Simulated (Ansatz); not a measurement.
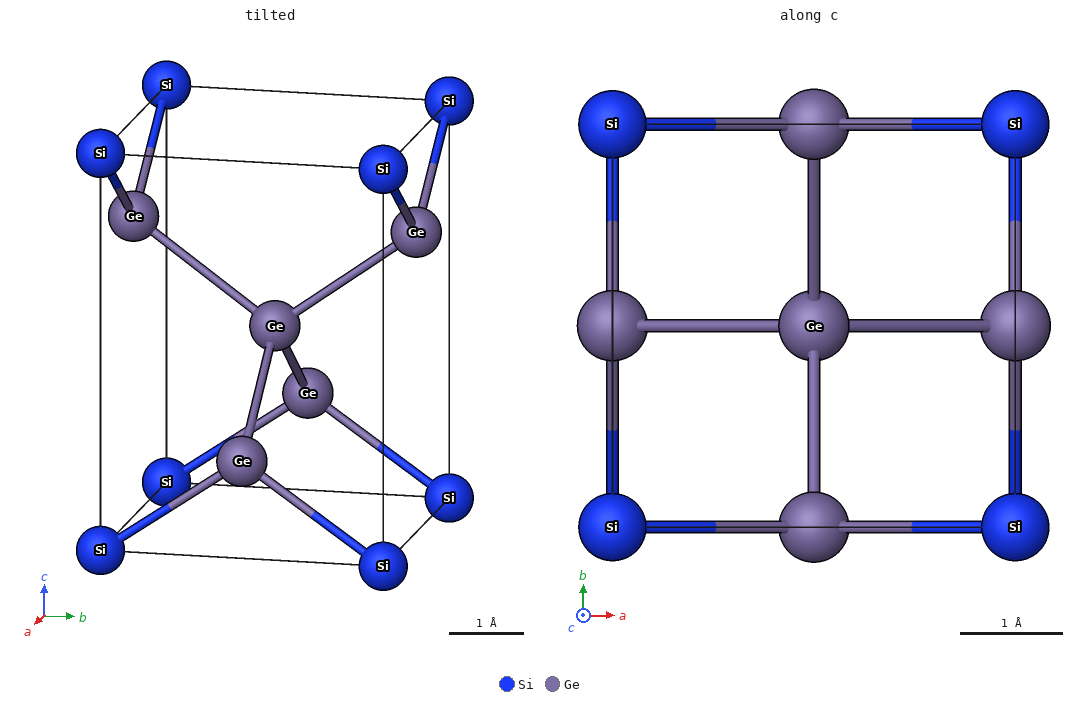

Ball-and-stick model, viewed slightly off an axis and along the c axis. The lines enclose the conventional unit cell; boundary atoms appear with their images.

SiGe$_{3}$, space group P-4m2 (No. 115), a = 3.970 Å, b = 3.970 Å, c = 5.594 Å, α = 90.00°, β = 90.00°, γ = 90.00°. The cell started as a structure type filled with these elements by a generator (whether the compound takes this form wasn't checked). Earlier steps of the study may have refined or changed the cell and positions. It was run through Ansatz as a DFT input.

This one geometry was computed with Ansatz (DFT, plane waves, PAW) at five levels of theory: HSE06, PBE0, PBE with spin-orbit coupling, PBE and r2SCAN. It was relaxed beforehand with r2SCAN.

> Which level gives the highest pressure at this volume, and what does that say about its equilibrium volume?

Highest: PBE with spin-orbit coupling (2.6 GPa) and PBE (2.6 GPa), which points to the largest equilibrium volume. Lowest, with the smallest volume: HSE06 (0.4 GPa), PBE0 (0.2 GPa) and r2SCAN (0.0 GPa). Levels within 0.5 GPa of each other can't be told apart.

> How does the band gap change with the level of theory?

PBE with spin-orbit coupling: a gap of 0.21 eV, indirect; PBE: a gap of 0.29 eV, indirect; r2SCAN: a gap of 0.57 eV, indirect; HSE06: a gap of 0.95 eV, indirect; PBE0: a gap of 1.54 eV, indirect.

> Collect the results in a table.

| level | cutoff (eV) | k-mesh of the run's cell | gap (eV) | pressure (GPa) |
| --- | --- | --- | --- | --- |
| HSE06 | 420 | 4×4×4 | 0.95 | 0.4 |
| PBE0 | 420 | 4×4×4 | 1.54 | 0.2 |
| PBE with spin-orbit coupling | 420 | 6×6×6 | 0.21 | 2.6 |
| PBE | 420 | 6×6×6 | 0.29 | 2.6 |
| r2SCAN | 500 | 6×6×6 | 0.57 | 0.0 |

Gaps are taken on the k-mesh or band path of each run.
